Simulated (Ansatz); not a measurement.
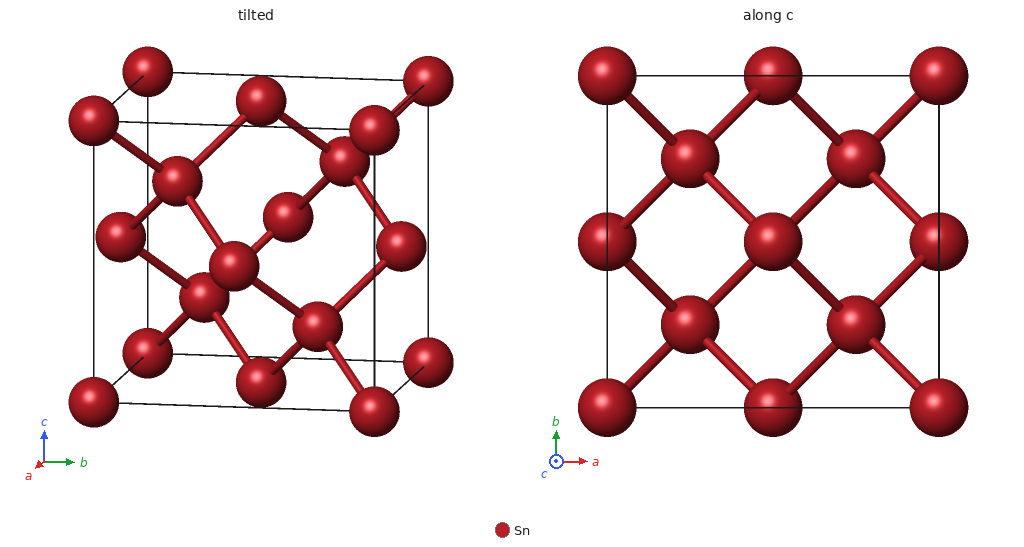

The crystal in a ball-and-stick representation, seen slightly off an axis and along the c axis. The edges of the conventional unit cell are marked.

Sn, diamond, space group Fd-3m (No. 227), a = 6.569 Å, b = 6.569 Å, c = 6.569 Å, α = 90.00°, β = 90.00°, γ = 90.00°. Provenance: a structure type filled with this element by a generator (whether the element takes this form wasn't checked). Earlier steps of the study may have refined or changed the cell and positions. Ansatz was used for an electronic-structure calculation on it.

This one geometry was computed with Ansatz (DFT, plane waves, PAW) at three levels of theory: PBE, PBE with spin-orbit coupling and LDA. It was relaxed beforehand with r2SCAN.

Q: Which level gives the highest pressure at this volume, and what does that say about its equilibrium volume?

A: Highest: PBE (1.6 GPa) and PBE with spin-orbit coupling (1.5 GPa), which points to the largest equilibrium volume. Lowest, with the smallest volume: LDA (-1.7 GPa). Levels within 0.5 GPa of each other can't be told apart.

Q: How does the band gap change with the level of theory?

A: All levels give a metal.

Q: Collect the results in a table.

A:
| level | cutoff (eV) | k-mesh of the run's cell | gap (eV) | pressure (GPa) |
| --- | --- | --- | --- | --- |
| PBE | 420 | 6×6×6 | metal | 1.6 |
| PBE with spin-orbit coupling | 420 | 6×6×6 | metal | 1.5 |
| LDA | 420 | 6×6×6 | metal | -1.7 |

Gaps are taken on the k-mesh or band path of each run.
